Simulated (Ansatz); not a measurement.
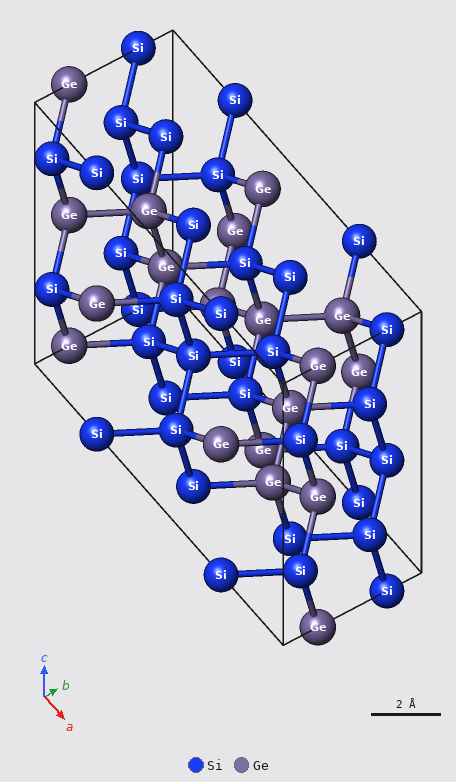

The input geometry (ball-and-stick view of the cell 2 times as large as that of the calculation, set on its symmetry axes, seen slightly off an axis).

**Ge$_{3}$Si$_{5}$: geometry relaxation (part 1 of 2)**

Ge$_{3}$Si$_{5}$ (C2, 16 atoms in the cell), computed with DFT PBEsol, scalar-relativistic, plane waves, PAW, no spin polarisation (Ansatz 0.2.0).

The structure was built on a prototype by a generator; it need not be a known phase.

The program's output
```
Engine: ansatz 0.2.0, x86_64-unknown-linux-gnu
Pseudopotentials: kind: paw
Pseudopotential: Si, paw, valence charge 4, recommended cutoff 420 eV (normal), Si.paw.azcp
Pseudopotential: Ge, paw, valence charge 14, recommended cutoff 420 eV (normal), Ge.paw.azcp
Functional definition: PBEsol
  exchange = pbesol_x
  correlation = pbesol_c
Crystal: 16 atoms, lattice volume = 335.230 Å³
Basis set: ecut = 420 eV, 6567 PW (Γ), exchange–correlation on 108×108×108 points (8 copies of the dense FFT grid, shifted against one another)
Bands: 78, of which v1, the nominal top of the filled ones, is band 62 counted from 1 (61 counted from 0)
Symmetry: 2 space group operations
Space group: C2 (ITA 5), of the structure as read, at distance tolerance 6.9e-5 Å
k-points: 68 of 216 (time reversal used)
Non-local potential: Si, projectors of the file, l = 0: 2, l = 1: 2, l = 2: 2
Non-local potential: Ge, projectors of the file, l = 0: 2, l = 1: 2, l = 2: 3, l = 3: 1
PAW form: soft (Blöchl's): semilocal exchange-correlation on the pseudo side does not see the compensation charge
PAW frozen core: Si, regenerated for the run's functional, and the local potential with it (the file was generated under x = pbe(κ = 0.804, μ = 0.2195149727645171), c = pbe(β = 0.06672455060314922))
PAW frozen core: Ge, regenerated for the run's functional, and the local potential with it (the file was generated under x = pbe(κ = 0.804, μ = 0.2195149727645171), c = pbe(β = 0.06672455060314922))
PAW one-centre angular grid: Si, 110 points (default); XC on 64 Gauss nodes
PAW one-centre angular grid: Ge, 590 points (default); XC on 64 Gauss nodes
Initial density: superposition of atomic densities (neutral atoms: chi_scale 0, normalization atom), corrected by the library's trained network
Initial wavefunctions: pseudopotential atomic-orbital guess
Functional: x = pbesol(κ = 0.804, μ = 0.12345679012345678), c = pbesol(β = 0.046)
SCF iter   1: F=—  HF=-31735.641033 eV  |F-HF|=—  |Δ(HF+E_count)|=         —  Δρ=2.83e-3  dr2=3.55e-2  ethr=1.77e-3  ⟨swp⟩=6.7  Hψ=21876  notcnv=0  defer=79
preconditioner: auto → Resta (q_TF=auto, 2.312 Å⁻¹)  ε∞=5.1  [insulator: Δε(μ)=0.431 eV  Ē_g=7.998 eV  σ=0.020 eV  W_gap=1.00  n_scr=64 (ndim 8)  ℏωp=16.2 eV  f_vac=0.000  D(μ)=0.00/eV (n_scr^D=0)  ε∞_Penn≈5.1]
SCF iter   2: F=—  HF=-31735.631234 eV  |F-HF|=—  |Δ(HF+E_count)|=   9.80e-3  Δρ=1.71e-3  dr2=1.26e-2  ethr=2.86e-5  ⟨swp⟩=2.0  Hψ=7106  notcnv=0  defer=483
SCF iter   3: F=—  HF=-31735.630258 eV  |F-HF|=—  |Δ(HF+E_count)|=   9.76e-4  Δρ=7.19e-4  dr2=9.37e-4  ethr=1.01e-5  ⟨swp⟩=2.0  Hψ=9428  notcnv=0  defer=483
SCF iter   4: F=—  HF=-31735.629149 eV  |F-HF|=—  |Δ(HF+E_count)|=   1.11e-3  Δρ=2.91e-4  dr2=2.35e-4  ethr=7.55e-7  ⟨swp⟩=2.0  Hψ=8930  notcnv=0  defer=483
SCF iter   5: F=—  HF=-31735.629235 eV  |F-HF|=—  |Δ(HF+E_count)|=   8.63e-5  Δρ=1.22e-4  dr2=3.39e-5  ethr=1.90e-7  ⟨swp⟩=2.0  Hψ=8677  notcnv=0  defer=483
SCF iter   6: F=—  HF=-31735.629124 eV  |F-HF|=—  |Δ(HF+E_count)|=   1.11e-4  Δρ=3.23e-5  dr2=2.84e-6  ethr=2.74e-8  ⟨swp⟩=2.0  Hψ=8930  notcnv=0  defer=483
SCF iter   7: F=—  HF=-31735.629125 eV  |F-HF|=—  |Δ(HF+E_count)|=   1.81e-7  Δρ=1.37e-5  dr2=3.91e-7  ethr=2.29e-9  ⟨swp⟩=2.0  Hψ=8930  notcnv=0  defer=483
SCF iter   8: F=-31735.629124 eV  HF=-31735.629124 eV  |F-HF|=6.17e-8  |Δ(HF+E_count)|=   3.34e-7  Δρ=4.95e-6  dr2=3.45e-8  ethr=8.06e-11  ⟨swp⟩=15.2  Hψ=41991  notcnv=0
SCF 1 converged in 8 iterations: F = -31735.629124 eV  dr2 = 3.45e-8
  greatest PAW one-centre occupation: 0.998 electrons in one spin orbital (limit 2), on the Ge atom at site 7 (counted from 0), in its partial waves of l = 2
relax step   1: F+E_penalty+E_count = -31735.62912421 eV  Δ(F+E_penalty+E_count) = +0.000e0 eV  max|allowed force component| = 5.452e-1 eV/Å  Δτ_max = 0.0000 Å  P = +0.076 GPa  Ω = 335.230 Å³  (8 SCF iters, dr2 threshold 1.00e-7 eV, accepted)
Crystal: 16 atoms, lattice volume = 335.484 Å³
Initial density: handed on by an earlier stage of this run
Initial wavefunctions: those handed on with the density
iter 1 solved again at ethr=1.65e-5 eV; its pass at ethr=3.10e-3 eV (dr2=2.05e-2 eV) is discarded
SCF iter   1: F=—  HF=-31735.723433 eV  |F-HF|=—  |Δ(HF+E_count)|=         —  Δρ=2.41e-3  dr2=2.29e-2  ethr=1.65e-5  ⟨swp⟩=4.9  Hψ=22233  notcnv=0  defer=7
preconditioner: auto → Resta (q_TF=auto, 2.311 Å⁻¹)  ε∞=5.1  [insulator: Δε(μ)=0.346 eV  Ē_g=7.986 eV  σ=0.020 eV  W_gap=1.00  n_scr=64 (ndim 8)  ℏωp=16.2 eV  f_vac=0.000  D(μ)=0.00/eV (n_scr^D=0)  ε∞_Penn≈5.1]
SCF iter   2: F=—  HF=-31735.719527 eV  |F-HF|=—  |Δ(HF+E_count)|=   3.91e-3  Δρ=1.31e-3  dr2=6.25e-3  ethr=1.65e-5  ⟨swp⟩=3.0  Hψ=6878  notcnv=0  defer=14
SCF iter   3: F=—  HF=-31735.718205 eV  |F-HF|=—  |Δ(HF+E_count)|=   1.32e-3  Δρ=2.20e-4  dr2=2.63e-4  ethr=5.04e-6  ⟨swp⟩=3.1  Hψ=7482  notcnv=0  defer=13
SCF iter   4: F=—  HF=-31735.718124 eV  |F-HF|=—  |Δ(HF+E_count)|=   8.13e-5  Δρ=1.08e-4  dr2=3.90e-5  ethr=2.12e-7  ⟨swp⟩=2.1  Hψ=9803  notcnv=0  defer=15
SCF iter   5: F=—  HF=-31735.718090 eV  |F-HF|=—  |Δ(HF+E_count)|=   3.39e-5  Δρ=3.75e-5  dr2=6.21e-6  ethr=3.14e-8  ⟨swp⟩=2.0  Hψ=9487  notcnv=0  defer=13
SCF iter   6: F=-31735.718092 eV  HF=-31735.718092 eV  |F-HF|=7.37e-8  |Δ(HF+E_count)|=   1.62e-6  Δρ=6.73e-6  dr2=2.17e-7  ethr=1.29e-9  ⟨swp⟩=14.4  Hψ=42621  notcnv=0
SCF 2 converged in 6 iterations: F = -31735.718092 eV  dr2 = 2.17e-7
relax step   2: F+E_penalty+E_count = -31735.71809166 eV  Δ(F+E_penalty+E_count) = -8.897e-2 eV  max|allowed force component| = 5.895e-2 eV/Å  Δτ_max = 0.0351 Å  P = -0.045 GPa  Ω = 335.484 Å³  energy of the carried Pulay correction = -4.135e-5 eV  (6 SCF iters, dr2 threshold 1.60e-6 eV, accepted)
Crystal: 16 atoms, lattice volume = 335.373 Å³
iter 1 solved again at ethr=3.72e-7 eV; its pass at ethr=3.10e-3 eV (dr2=4.62e-4 eV) is discarded
SCF iter   1: F=—  HF=-31735.719902 eV  |F-HF|=—  |Δ(HF+E_count)|=         —  Δρ=2.98e-4  dr2=5.14e-4  ethr=3.72e-7  ⟨swp⟩=3.5  Hψ=18134  notcnv=0  defer=1
preconditioner: auto → Resta (q_TF=auto, 2.311 Å⁻¹)  ε∞=5.1  [insulator: Δε(μ)=0.342 eV  Ē_g=7.986 eV  σ=0.020 eV  W_gap=1.00  n_scr=64 (ndim 8)  ℏωp=16.2 eV  f_vac=0.000  D(μ)=0.00/eV (n_scr^D=0)  ε∞_Penn≈5.1]
SCF iter   2: F=—  HF=-31735.719810 eV  |F-HF|=—  |Δ(HF+E_count)|=   9.22e-5  Δρ=1.62e-4  dr2=1.29e-4  ethr=3.72e-7  ⟨swp⟩=2.0  Hψ=6215  notcnv=0
SCF iter   3: F=—  HF=-31735.719690 eV  |F-HF|=—  |Δ(HF+E_count)|=   1.19e-4  Δρ=3.56e-5  dr2=7.67e-6  ethr=1.04e-7  ⟨swp⟩=2.0  Hψ=6563  notcnv=0
SCF iter   4: F=—  HF=-31735.719689 eV  |F-HF|=—  |Δ(HF+E_count)|=   1.03e-6  Δρ=1.68e-5  dr2=8.94e-7  ethr=6.19e-9  ⟨swp⟩=2.0  Hψ=9520  notcnv=0
SCF iter   5: F=-31735.719689 eV  HF=-31735.719688 eV  |F-HF|=2.12e-8  |Δ(HF+E_count)|=   8.44e-7  Δρ=5.85e-6  dr2=1.44e-7  ethr=1.75e-10  ⟨swp⟩=15.9  Hψ=47312  notcnv=0
SCF 3 converged in 5 iterations: F = -31735.719689 eV  dr2 = 1.44e-7
  Residual-converged pass: ⟨swp⟩=1.0  Hψ=5578  notcnv=0  max |occ|·‖R‖ = 7.1e-9 eV (tolerance 1.0e-8 eV)  dr2=1.44e-7  dr2_onsite=4.51e-9  max |Δocc| = 5.8e-43
relax step   3: F+E_penalty+E_count = -31735.71968851 eV  Δ(F+E_penalty+E_count) = -1.597e-3 eV  max|allowed force component| = 1.236e-2 eV/Å  Δτ_max = 0.0041 Å  P = -0.010 GPa  Ω = 335.373 Å³  energy of the carried Pulay correction = -2.326e-5 eV  (5 SCF iters, dr2 threshold 2.17e-7 eV, accepted)
Crystal: 16 atoms, lattice volume = 335.325 Å³
iter 1 solved again at ethr=5.20e-9 eV; its pass at ethr=3.10e-3 eV (dr2=6.44e-6 eV) is discarded
SCF iter   1: F=—  HF=-31735.719760 eV  |F-HF|=—  |Δ(HF+E_count)|=         —  Δρ=3.59e-5  dr2=7.85e-6  ethr=5.20e-9  ⟨swp⟩=2.3  Hψ=16441  notcnv=0
preconditioner: auto → Resta (q_TF=auto, 2.311 Å⁻¹)  ε∞=5.1  [insulator: Δε(μ)=0.344 eV  Ē_g=7.987 eV  σ=0.020 eV  W_gap=1.00  n_scr=64 (ndim 8)  ℏωp=16.2 eV  f_vac=0.000  D(μ)=0.00/eV (n_scr^D=0)  ε∞_Penn≈5.1]
SCF iter   2: F=—  HF=-31735.719716 eV  |F-HF|=—  |Δ(HF+E_count)|=   4.45e-5  Δρ=1.72e-5  dr2=1.09e-6  ethr=5.20e-9  ⟨swp⟩=2.0  Hψ=6470  notcnv=0
SCF iter   3: F=—  HF=-31735.719716 eV  |F-HF|=—  |Δ(HF+E_count)|=   1.38e-7  Δρ=4.38e-6  dr2=6.82e-8  ethr=8.76e-10  ⟨swp⟩=2.0  Hψ=6653  notcnv=0
SCF iter   4: F=—  HF=-31735.719716 eV  |F-HF|=—  |Δ(HF+E_count)|=   1.56e-8  Δρ=1.72e-6  dr2=9.53e-9  ethr=7.70e-12  ⟨swp⟩=12.6  Hψ=35053  notcnv=0
SCF iter   5: F=-31735.719716 eV  HF=-31735.719716 eV  |F-HF|=4.55e-10  |Δ(HF+E_count)|=   7.27e-9  Δρ=5.01e-7  dr2=1.17e-9  ethr=7.68e-12  ⟨swp⟩=7.0  Hψ=27055  notcnv=0
SCF 4 converged in 5 iterations: F = -31735.719716 eV  dr2 = 1.17e-9
  greatest PAW one-centre occupation: 0.998 electrons in one spin orbital (limit 2), on the Ge atom at site 3 (counted from 0), in its partial waves of l = 2
relax step   4: F+E_penalty+E_count = -31735.71971579 eV  Δ(F+E_penalty+E_count) = -2.728e-5 eV  max|allowed force component| = 4.249e-4 eV/Å  Δτ_max = 0.0007 Å  P = +0.003 GPa  Ω = 335.325 Å³  energy of the carried Pulay correction = -1.537e-5 eV  (5 SCF iters, dr2 threshold 9.55e-9 eV, accepted)
Initial wavefunctions: pseudopotential atomic-orbital guess (no wavefunctions were taken with the density)
iter 1 solved again at ethr=2.81e-7 eV; its pass at ethr=3.10e-3 eV (dr2=3.48e-4 eV) is discarded
SCF iter   1: F=—  HF=-31735.719789 eV  |F-HF|=—  |Δ(HF+E_count)|=         —  Δρ=1.65e-6  dr2=5.60e-9  ethr=2.81e-7  ⟨swp⟩=3.9  Hψ=35055  notcnv=0
eigensolver tolerance schedule: the retry pair's looser diagonalisation over-reported the residual by 62200.84 of it (diagonalisation noise at an unbounded share of the residual, at the tolerance the schedule requests for it); recorded, not acted on — ethr = c·dr2/N_el stays at c = 1.0e-1
SCF iter   2: F=—  HF=-31735.719716 eV  |F-HF|=—  |Δ(HF+E_count)|=   7.31e-5  Δρ=1.03e-6  dr2=2.32e-9  ethr=4.52e-12  ⟨swp⟩=3.2  Hψ=13765  notcnv=0
SCF iter   3: F=—  HF=-31735.719716 eV  |F-HF|=—  |Δ(HF+E_count)|=   1.93e-9  Δρ=5.75e-7  dr2=1.05e-9  ethr=1.87e-12  ⟨swp⟩=2.0  Hψ=7344  notcnv=0
SCF iter   4: F=-31735.719716 eV  HF=-31735.719716 eV  |F-HF|=2.55e-11  |Δ(HF+E_count)|=  3.46e-10  Δρ=1.66e-7  dr2=1.47e-10  ethr=1.00e-12  ⟨swp⟩=5.4  Hψ=27554  notcnv=0
SCF 5 converged in 4 iterations: F = -31735.719716 eV  dr2 = 1.47e-10
relax step   5: F+E_penalty+E_count = -31735.71971579 eV  Δ(F+E_penalty+E_count) = -1.855e-10 eV  max|allowed force component| = 4.285e-4 eV/Å  Δτ_max = 0.0000 Å  P = +0.003 GPa  Ω = 335.325 Å³  stress off target by 3.09e-3 GPa  SCF on the basis re-selected at this cell (its energy is not comparable with the rows above)  (4 SCF iters)
```

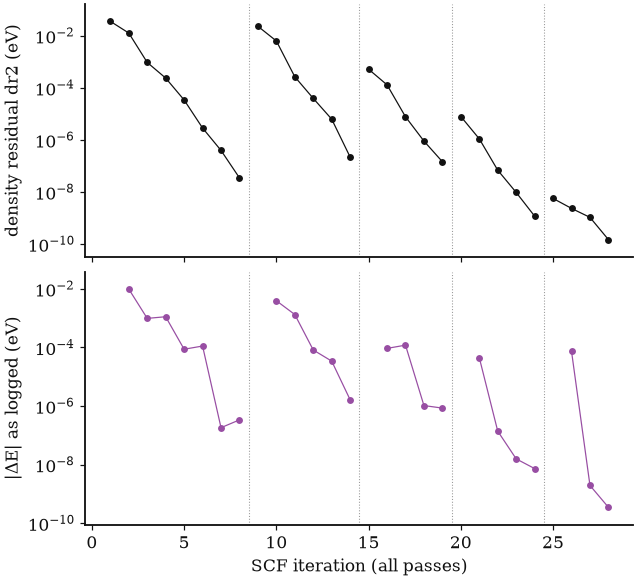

Convergence of the self-consistent field: density residual dr2 and size of the energy change against the SCF iteration. The dotted lines part the SCF passes of the relaxation: geometry steps, rejected trials and re-solves on a re-selected basis. The 5 passes take 4 to 8 iterations each, 28 in all.

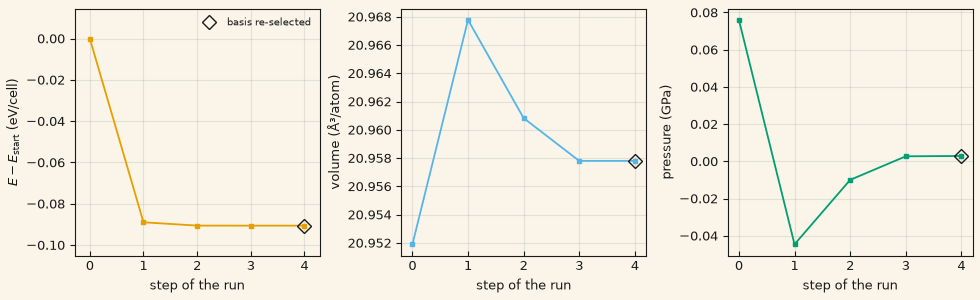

Progress of the relaxation, step by step (the first geometry is step 0 here and step 1 in the log).

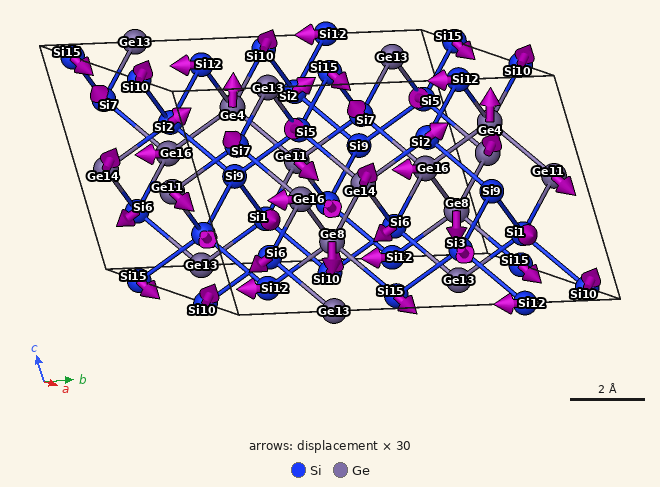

The starting structure with the displacements as pink arrows, magnified 30 times (ball-and-stick view of the cell 2 times as large as that of the calculation, set on its symmetry axes, seen slightly off an axis). The largest moves, 0.033 Å, are those of Ge4, Ge8 and Ge16. By element the largest moves are Ge 0.033 Å, Si 0.031 Å. The cell stays as it was. Among the contacts that change: Ge4–Ge11 2.387 → 2.434 Å, Si6–Si10 2.387 → 2.354 Å, Si1–Si10 2.387 → 2.361 Å, Si1–Si9 2.387 → 2.369 Å. The space group stays C2 (No. 5). The energy falls by 90.6 meV per cell of the calculation in 3 geometry steps. The largest force component goes from 0.55 to 0.00043 eV/Å. Pressure: 0.08 GPa at the start and 0.00 GPa at the end. A last SCF at the same geometry on a re-selected plane-wave basis shifts the energy by next to nothing (0.0 meV per cell of the calculation). (Atoms are counted from 1 in the order of the input.)

```
basis re-selected at this cell: Δ(F+E_penalty+E_count) = -1.855e-10 eV, ΔP = +0.000 GPa vs the last step (what re-selecting the basis moved, of the pressure what is left beyond the Pulay correction that the steps carried, after the strain that the cell walked since its last selection, with what the two solves' SCF thresholds leave and, on support functions, any second-order correction that the steps lacked; it is no measure of the basis error at this ecutwfc). This SCF's stress stands 3.09e-3 GPa from its target on what of the cell is left free (relax.cell.stress_tol is 5.00e-2 GPa) and its largest allowed force component is 4.29e-4 eV/Å (relax.f_tol is 5.00e-3 eV/Å): within both
SCF converged after 4 iterations
Free energy (F): -31735.719716 eV
Harris-Foulkes:  -31735.719716 eV  (|F-HF|=2.55e-11)
Internal energy: -31735.719716 eV  (E = F + TS)
E sigma→0 (E₀):  -31735.719716 eV
Fermi energy:    7.293463 eV
--- Per-component energies (eV) ---
  E_band       = -915.420852
  E_kinetic    = 1072.089943
  E_local      = -17762.745008  (includes V_loc(G=0)·N_el)
  E_nonlocal   = 2783.411543
  E_hartree    = 7879.045295
  E_xc         = -996.699659
  E_vxc        = -856.945142  (∫ρ·V_xc dr)
  E_paw        = -16866.337182  (= ΣΔE_a)
  E_vpaw       = -1909.324191  (= ΣTr[D̂ρ^β])
  E_aug_tail   = 0.001931  (compensation charges beyond the density's cutoff)
  E_ewald      = -7850.309803
  E_core_change = 5.823224  (= ΣΔE_core)
  E_smearing   = -0.000000  (= −TS)
  E_closure    = -0.000000  (closes the sum)
  Σ components = -31735.719716   (vs F -31735.719716, Δ=0.00e0)
--- Forces (eV/Å), atoms counted from 1 ---
  atom   1  Si    -0.00006208     0.00000038    -0.00033887
  atom   2  Si     0.00010869    -0.00007491     0.00040133
  atom   3  Si     0.00010869     0.00007491    -0.00040133
  atom   4  Ge    -0.00000047     0.00024123     0.00019652
  atom   5  Si    -0.00006208    -0.00000038     0.00033887
  atom   6  Si    -0.00012839     0.00024988     0.00004520
  atom   7  Si    -0.00012839    -0.00024988    -0.00004520
  atom   8  Ge    -0.00000047    -0.00024123    -0.00019652
  atom   9  Si     0.00033929    -0.00000000     0.00000000
  atom  10  Si     0.00017435    -0.00040424    -0.00025775
  atom  11  Ge    -0.00004391    -0.00002458     0.00032831
  atom  12  Si    -0.00042852    -0.00000000     0.00000000
  atom  13  Ge    -0.00028945    -0.00000000     0.00000000
  atom  14  Ge    -0.00004391     0.00002458    -0.00032831
  atom  15  Si     0.00017435     0.00040424     0.00025775
  atom  16  Ge     0.00028206    -0.00000000     0.00000000
  max |Σ_I F_I| component: 2.49e-7 eV/Å
--- Stress (GPa, compression-positive) ---
        0.002770       0.000000       0.000000
        0.000000       0.002790       0.000062
        0.000000       0.000062       0.003073
  P = ⅓ Tr σ = 0.0029 GPa (0.029 kbar)
--- Band table (eV; the first three rows and the last of 68) ---
```
